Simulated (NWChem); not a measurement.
# C3H6O (acetone): levels of theory compared

We compute a comparison of 6 runs (BLYP/cc-pVDZ, M06-L/cc-pVDZ, PBE/cc-pVDZ, TPSS/cc-pVDZ, r2SCAN/cc-pVDZ, revPBE/cc-pVDZ) of C3H6O (acetone). 

Program for the calculation: NWChem 7.3.0.

## Step 1: The system as given

C3H6O has 10 atoms, charge 0, and is taken as a singlet. As SMILES, `CC(C)=O`. The C1–C2 distance was set to 1.958 Å, away from the relaxed value.

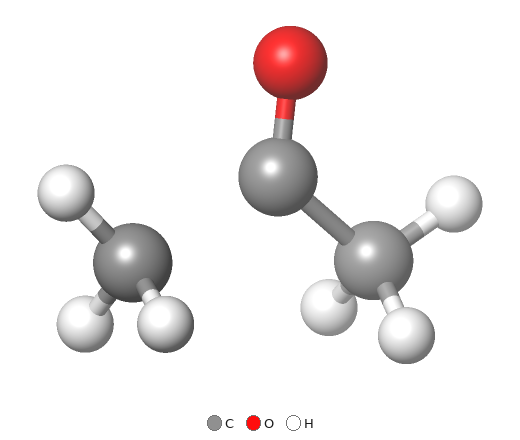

Viewed from a chosen angle; carbon grey, oxygen red, hydrogen white.

## Step 2: The energy at BLYP/cc-pVDZ (run 1)

File run.nw:

```
start run
memory total 2200 mb
geometry units angstroms noautosym nocenter noautoz
   C       -1.141923       1.082783      -0.666966
   C        0.498000       0.046700      -0.400600
   C        0.525100      -0.866200       0.797100
   O        1.435000       0.134800      -1.154100
   H       -2.015723       0.425583      -0.672766
   H       -1.276923       1.779883       0.165534
   H       -1.086223       1.638483      -1.601066
   H       -0.233900      -1.646100       0.683600
   H        1.506700      -1.325600       0.895800
   H        0.276100      -0.314000       1.707400
end
basis spherical bse
   * library cc-pVDZ
end
dft
   xc becke88 lyp
   grid xfine
   convergence energy 1e-08
   iterations 100
   mulliken
end
task dft energy
```

Command:

```sh
nwchem run.nw > run.out
```

Standard output:

```text
[...]
          Wavefunction type:  closed shell.
          No. of atoms     :    10
          No. of electrons :    32
[...]
          Charge           :     0
          Spin multiplicity:     1
[...]
          AO basis - number of functions:    86
[...]
              XC Information
              --------------
                    Becke 1988 Exchange Functional  1.000
              Lee-Yang-Parr Correlation Functional  1.000
[...]
 d= 0,ls=0.0,diis     1   -192.9150860926 -3.05D+02  2.47D-02  1.00D+00     4.7
[...]
 d= 0,ls=0.0,diis    11   -193.0408231006 -8.95D-09  5.24D-07  2.20D-09    46.9
         Total DFT energy =     -193.040823100569
      One electron energy =     -483.185287110700
           Coulomb energy =      204.731325044830
    Exchange-Corr. energy =      -26.902621220475
 Nuclear repulsion energy =      112.315760185776
[...]
      Total Density - Mulliken Population Analysis
     ---------------------------------------------
    Atom       Charge   Shell Charges
 -----------   ------   -------------------------------------------------------
    1 C    6     6.10   2.02  0.67  0.47  2.03  0.90  0.03
    2 C    6     6.00   2.01  0.72  0.54  1.90  0.68  0.14
    3 C    6     5.93   2.02  0.67  0.29  2.15  0.76  0.04
    4 O    8     8.12   2.01  0.87  0.86  2.81  1.56  0.02
    5 H    1     0.98   0.74  0.21  0.03
    6 H    1     0.98   0.74  0.21  0.03
    7 H    1     0.98   0.74  0.20  0.03
    8 H    1     0.96   0.74  0.19  0.03
    9 H    1     0.98   0.75  0.20  0.03
   10 H    1     0.97   0.74  0.20  0.03
[...]
```

Wall time 48 s (1 thread of Intel Xeon Platinum 8488C (Sapphire Rapids), shared host); peak memory 0.14 GiB.

## Step 3: A single-point energy at M06-L/cc-pVDZ (run 2)

File run.py:

```python
from ase import Atoms
from ase.calculators.nwchem import NWChem

atoms = Atoms(['C', 'C', 'C', 'O', 'H', 'H', 'H', 'H', 'H', 'H'], positions=[
    [-1.141923, 1.082783, -0.666966],
    [0.498000, 0.046700, -0.400600],
    [0.525100, -0.866200, 0.797100],
    [1.435000, 0.134800, -1.154100],
    [-2.015723, 0.425583, -0.672766],
    [-1.276923, 1.779883, 0.165534],
    [-1.086223, 1.638483, -1.601066],
    [-0.233900, -1.646100, 0.683600],
    [1.506700, -1.325600, 0.895800],
    [0.276100, -0.314000, 1.707400],
])

calc = NWChem(
    label='mol',
    theory='dft',
    memory='2200 mb',
    basis='cc-pVDZ',
    basispar='spherical bse',
    dft={'xc': 'm06-l', 'mult': '1', 'grid': 'xfine', 'convergence': 'energy 1e-08', 'iterations': '100', 'mulliken': None},
    task='energy',
)
atoms.calc = calc

print(f"energy = {atoms.get_potential_energy():.6f} eV")
print("dipole (e A):", atoms.get_dipole_moment().round(4))
```

Command:

```sh
export ASE_NWCHEM_COMMAND="nwchem PREFIX.nwi > PREFIX.nwo"
python run.py
```

Standard output:

```text
energy = -5254.395341 eV
dipole (e A): [-0.2907 -0.1468  0.3888]
```

The calculator wrote mol.nwi:

```
title "mol"

permanent_dir mol

scratch_dir mol

start mol

geometry units angstrom nocenter noautosym noautoz
  C  -1.1419230000000000e+00 1.0827830000000001e+00 -6.6696599999999995e-01
  C  4.9800000000000000e-01 4.6699999999999998e-02 -4.0060000000000001e-01
  C  5.2510000000000001e-01 -8.6619999999999997e-01 7.9710000000000003e-01
  O  1.4350000000000001e+00 1.3480000000000000e-01 -1.1540999999999999e+00
  H  -2.0157229999999999e+00 4.2558299999999999e-01 -6.7276599999999998e-01
  H  -1.2769230000000000e+00 1.7798830000000001e+00 1.6553399999999999e-01
  H  -1.0862229999999999e+00 1.6384829999999999e+00 -1.6010660000000001e+00
  H  -2.3390000000000000e-01 -1.6460999999999999e+00 6.8359999999999999e-01
  H  1.5066999999999999e+00 -1.3255999999999999e+00 8.9580000000000004e-01
  H  2.7610000000000001e-01 -3.1400000000000000e-01 1.7074000000000000e+00
end

memory 2200 mb

basis spherical bse noprint
   * library cc-pVDZ
end

dft
  xc m06-l
  mult 1
  grid xfine
  convergence energy 1e-08
  iterations 100
  mulliken
end

task dft energy
```

mol.nwo:

```text
Northwest Computational Chemistry Package (NWChem) 7.3.0
             --------------------------------------------------------

           Job information
           ---------------

    nwchem branch   = 7.3.0
    use scalapack   = T
    input           = mol.nwi
    prefix          = mol.
    data base       = mol/mol.db
    status          = startup
    nproc           =        1

           Memory information
           ------------------

    heap     =     72089596 doubles =      550.0 Mbytes
    stack    =     72089601 doubles =      550.0 Mbytes
    global   =    144179200 doubles =     1100.0 Mbytes (distinct from heap & stack)
    total    =    288358397 doubles =     2200.0 Mbytes
    verify   = yes
    hardfail = no

           Directory information
           ---------------------

  0 permanent = mol
  0 scratch   = mol

                                NWChem Input Module
                                -------------------

                                        mol
                                        ---

[... 89 lines left out ...]
  convergence criterion.
[... 17 lines left out ...]
          Convergence on energy requested:  1.00D-08
[... 1 line left out ...]
          Convergence on gradient requested:  5.00D-04
[... 21 lines left out ...]
          Convergence Information
[... 2 lines left out ...]
          total energy or number of iterations.
[... 27 lines left out ...]
 1-e energy   =    -479.700027
[... 30 lines left out ...]
   convergence    iter        energy       DeltaE   RMS-Dens  Diis-err    time
[... 20 lines left out ...]
      One electron energy =     -483.173691397698
[... 1 line left out ...]
    Exchange-Corr. energy =      -26.980101108279
[... 6 lines left out ...]
                       DFT Final Molecular Orbital Analysis
[... 615 lines left out ...]
     -------------------------------------------
      Total Density - Lowdin Population Analysis
     -------------------------------------------

    Atom       Charge   Shell Charges
 -----------   ------   -------------------------------------------------------
    1 C    6     6.13   1.88  0.59  0.44  1.78  1.35  0.09
    2 C    6     5.99   1.89  0.64  0.44  1.67  1.00  0.36
    3 C    6     6.08   1.88  0.57  0.38  1.88  1.24  0.13
[... 6 lines of this table left out ...]
   10 H    1     0.95   0.62  0.25  0.08

 center of mass
 --------------
 x =   0.60801080 y =   0.19137997 z =  -0.66801151

 moments of inertia (a.u.)
 ------------------
         248.906932197818          90.972065538179          12.639567230247
          90.972065538179         337.227193554088          82.467053952912
          12.639567230247          82.467053952912         327.412284082699

     Multipole analysis of the density
     ---------------------------------

     L   x y z        total         alpha         beta         nuclear
     -   - - -        -----         -----         ----         -------
     0   0 0 0      0.000000    -16.000000    -16.000000     32.000000

     1   1 0 0     -0.549361     -7.774146     -7.774146     14.998931
[... 8 lines of this table left out ...]
     2   0 0 2    -19.395219    -54.921815    -54.921815     90.448411

 Task  times  cpu:       74.3s     wall:       74.3s
 Total times  cpu:       74.3s     wall:       74.3s
```

Run time: 76 s. Hardware: 1 thread of Intel Xeon Platinum 8488C (Sapphire Rapids), shared host; peak memory 0.14 GiB.

Run 3 isn't shown in full; the table further down has it.

## Step 4: The energy at TPSS/cc-pVDZ (run 4)

File calc.xyz:

```xyz
10
C3H6O
C     -1.141923     1.082783    -0.666966
C      0.498000     0.046700    -0.400600
C      0.525100    -0.866200     0.797100
O      1.435000     0.134800    -1.154100
H     -2.015723     0.425583    -0.672766
H     -1.276923     1.779883     0.165534
H     -1.086223     1.638483    -1.601066
H     -0.233900    -1.646100     0.683600
H      1.506700    -1.325600     0.895800
H      0.276100    -0.314000     1.707400
```

File calc.nw:

```
start calc
title "C3H6O"
memory stack 880 mb heap 220 mb global 1100 mb

geometry noautosym nocenter noautoz
load format xyz calc.xyz
end

basis "ao basis" spherical bse
* library cc-pVDZ
end

dft
xc xtpss03 ctpss03
grid xfine
convergence energy 1e-08
maxiter 100
mulliken
end

task dft energy
```

Command:

```sh
nwchem calc.nw > calc.out
```

Standard output:

```text
[...]
          Wavefunction type:  closed shell.
          No. of atoms     :    10
          No. of electrons :    32
[...]
          Charge           :     0
          Spin multiplicity:     1
[...]
          AO basis - number of functions:    86
[...]
              XC Information
              --------------
                  TPSS metaGGA Exchange Functional  1.000
             TPSS03 metaGGA Correlation Functional  1.000
[...]
 d= 0,ls=0.0,diis     1   -193.0350128388 -3.05D+02  2.26D-02  8.85D-01     5.9
[...]
 d= 0,ls=0.0,diis    11   -193.1553181851 -2.53D-09  1.54D-07  8.67D-11    60.3
         Total DFT energy =     -193.155318185086
      One electron energy =     -483.176678639667
           Coulomb energy =      204.737227801833
    Exchange-Corr. energy =      -27.031627533028
 Nuclear repulsion energy =      112.315760185776
[...]
      Total Density - Mulliken Population Analysis
     ---------------------------------------------
    Atom       Charge   Shell Charges
 -----------   ------   -------------------------------------------------------
    1 C    6     6.16   2.01  0.67  0.50  2.00  0.95  0.03
    2 C    6     5.97   2.01  0.72  0.55  1.87  0.67  0.15
    3 C    6     5.99   2.01  0.67  0.34  2.13  0.80  0.04
    4 O    8     8.16   2.01  0.87  0.89  2.80  1.58  0.02
    5 H    1     0.96   0.75  0.18  0.03
    6 H    1     0.96   0.75  0.18  0.03
    7 H    1     0.95   0.75  0.17  0.03
    8 H    1     0.94   0.75  0.16  0.03
    9 H    1     0.95   0.75  0.17  0.03
   10 H    1     0.95   0.75  0.17  0.03
[...]
```

Wall time 61 s (1 thread of Intel Xeon Platinum 8488C (Sapphire Rapids), shared host); peak memory 0.14 GiB.

Run 5 isn't shown in full; the table further down has it.

## Step 5: The energy at revPBE/cc-pVDZ (run 6)

File mymol.nw:

```
start mymol
memory 2200 mb

geometry units angstroms noautosym nocenter noautoz
  C     -1.141923     1.082783    -0.666966
  C      0.498000     0.046700    -0.400600
  C      0.525100    -0.866200     0.797100
  O      1.435000     0.134800    -1.154100
  H     -2.015723     0.425583    -0.672766
  H     -1.276923     1.779883     0.165534
  H     -1.086223     1.638483    -1.601066
  H     -0.233900    -1.646100     0.683600
  H      1.506700    -1.325600     0.895800
  H      0.276100    -0.314000     1.707400
end

basis spherical bse
  * library cc-pVDZ
end

dft
  xc revpbe cpbe96
  mult 1
  grid xfine
  convergence energy 1e-08
  iterations 100
  mulliken
end

task dft energy
```

Command:

```sh
nwchem mymol.nw > mymol.out
```

Standard output:

```text
[...]
          Wavefunction type:  closed shell.
          No. of atoms     :    10
          No. of electrons :    32
[...]
          Charge           :     0
          Spin multiplicity:     1
[...]
          AO basis - number of functions:    86
[...]
              XC Information
              --------------
                        RevPBE Exchange Functional  1.000
            Perdew 1991 LDA Correlation Functional  1.000 local
           PerdewBurkeErnz. Correlation Functional  1.000 non-local
[...]
 d= 0,ls=0.0,diis     1   -192.9459577638 -3.05D+02  2.42D-02  9.76D-01     4.7
[...]
 d= 0,ls=0.0,diis    11   -193.0679256732 -5.51D-09  2.50D-07  2.06D-10    45.8
         Total DFT energy =     -193.067925673194
      One electron energy =     -483.149066060408
           Coulomb energy =      204.688821068518
    Exchange-Corr. energy =      -26.923440867081
 Nuclear repulsion energy =      112.315760185776
[...]
      Total Density - Mulliken Population Analysis
     ---------------------------------------------
    Atom       Charge   Shell Charges
 -----------   ------   -------------------------------------------------------
    1 C    6     6.15   2.01  0.66  0.51  2.01  0.94  0.02
    2 C    6     5.99   2.01  0.72  0.56  1.88  0.68  0.15
    3 C    6     5.98   2.02  0.67  0.34  2.13  0.79  0.03
    4 O    8     8.14   2.01  0.86  0.88  2.79  1.57  0.02
    5 H    1     0.97   0.74  0.19  0.03
    6 H    1     0.96   0.74  0.19  0.03
    7 H    1     0.96   0.74  0.18  0.03
    8 H    1     0.95   0.74  0.17  0.03
    9 H    1     0.96   0.75  0.18  0.03
   10 H    1     0.95   0.74  0.18  0.03
[...]
```

Wall time 47 s (1 thread of Intel Xeon Platinum 8488C (Sapphire Rapids), shared host); peak memory 0.14 GiB.

## Step 6: Overview of the runs

```csv
run,level,energy (Eh),dipole moment (D),HOMO energy (eV),LUMO energy (eV),wall time
1,BLYP/cc-pVDZ,-193.040823,2.23,-5.34,-1.30,48 s
2,M06-L/cc-pVDZ,-193.095469,2.44,-5.78,-1.17,76 s
3,PBE/cc-pVDZ,-192.876856,2.26,-5.49,-1.47,46 s
4,TPSS/cc-pVDZ,-193.155318,2.30,-5.54,-1.30,61 s
5,r2SCAN/cc-pVDZ,-193.008143,2.44,-5.79,-1.26,63 s
6,revPBE/cc-pVDZ,-193.067926,2.25,-5.44,-1.39,47 s
```

## Step 7: Results

| quantity | value |
| --- | --- |
| run 6: total energy | -193.06793 Eh |
| run 6: dipole moment | 2.25 D |
| run 6: HOMO energy | -5.44 eV |
| run 6: LUMO energy | -1.39 eV |
| run 6: HOMO–LUMO gap | 4.05 eV |

**Reading.** The dipole moment (its size) runs from 2.23 D (BLYP/cc-pVDZ) to 2.44 D (r2SCAN/cc-pVDZ). The HOMO–LUMO gap runs from 4.02 eV (PBE/cc-pVDZ) to 4.61 eV (M06-L/cc-pVDZ). Totals of different functionals can't be ranked against each other. All runs together took 5.7 min, the longest 76 s.
